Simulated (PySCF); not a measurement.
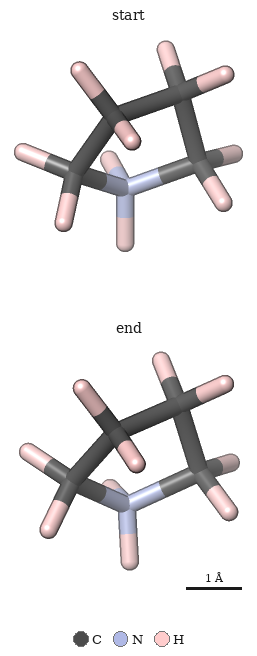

The structure of C4H10N (charge +1) before (top) and after (bottom) a relaxation, at one scale.

Style: stick. Shown from a free direction.

The start comes from GFN2-xTB.

These are results of PySCF 2.14.0, density-fitted response routines, PBE0-D3(BJ)/def2-SVP geometry optimisation, gas phase, not measurements. 

Summarise the run.

The energy falls by 0.057 eV in 14 geometry steps. Largest force component: 0.72 eV/Å at the start, 0.017 eV/Å at the end. The forces were under the threshold at step 3, but the run went on from there. An H atom moves most after the best rigid fit: 0.31 Å. Largest moves by element: H 0.31 Å, C 0.10 Å, N 0.09 Å. Among the contacts that change: C–N 1.500 → 1.525 Å, C–N 1.490 → 1.512 Å, C–H 1.086 → 1.098 Å, C–C 1.536 → 1.526 Å. Among the angles between lasting bonds that change: C–C–H 111.5° → 114.4°, N–C–H 109.6° → 107.2°, C–C–H 114.0° → 116.2°. The run took about 70 core-seconds on a shared host.
